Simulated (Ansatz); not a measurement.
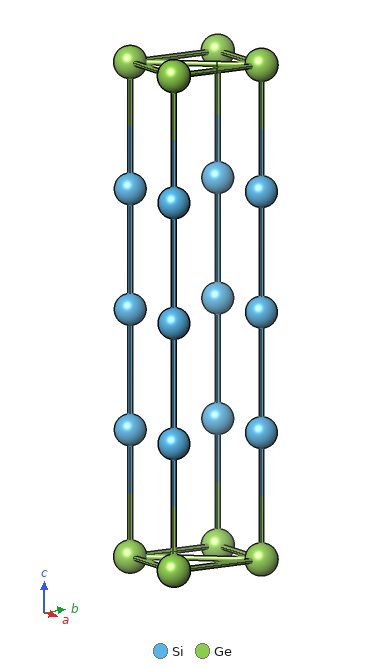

This ball-and-stick model is shown slightly off an axis. Atoms at the boundary of the conventional unit cell (the box) are drawn once for each face, edge or corner they touch. Cell: a = 2.71 Å, b = 2.71 Å, c = 10.11 Å, α = 90.00°, β = 90.00°, γ = 120.00°.

The cell started as a random cell made by a generator, so it need not be a real form of the compound. Earlier steps of the study may have refined or changed the cell and positions. It went into a calculation with Ansatz.

### What can be read from this drawing?

Formula: Si3Ge. The atoms follow space group P6/mmm (No. 191); the Bravais lattice is primitive hexagonal. The cell comprises 1 formula unit: 3 Si, 1 Ge. The coordination shell of Ge holds six Ge and two Si (about 2.7 Å to Ge, 2.6 Å to Si). Si takes two kinds of site: 1b with two Si in a linear arrangement at about 2.5 Å; 2e with one Si and one Ge in a linear arrangement (about 2.5 Å to Si, 2.6 Å to Ge). The bonds build a three-dimensional framework.

Method used: DFT PBE, scalar-relativistic, plane waves, PAW in Ansatz 0.2.0. It ran with a 420 eV plane-wave basis, k-grid 21×21×6, Gaussian smearing of 0.1 eV, no spin polarisation.

### How large a gap does the method give, if there is one?

A metal: bands cross the Fermi level.

### What are the atomic charges by Bader's partition?

Si -0.02 to +0.02 e; Ge -0.02 e.

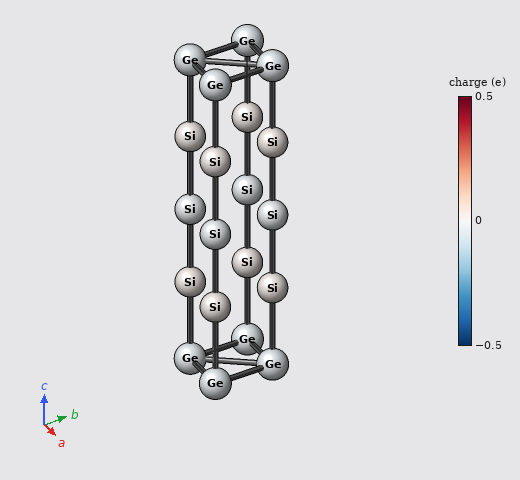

The atoms coloured by those charges. The run's cell of 4 atoms is drawn.

### Does this geometry sit at a stationary point of the energy?

Yes. All forces vanish to within 0.01 eV/Å. The pressure is 0.0 GPa, close to zero.
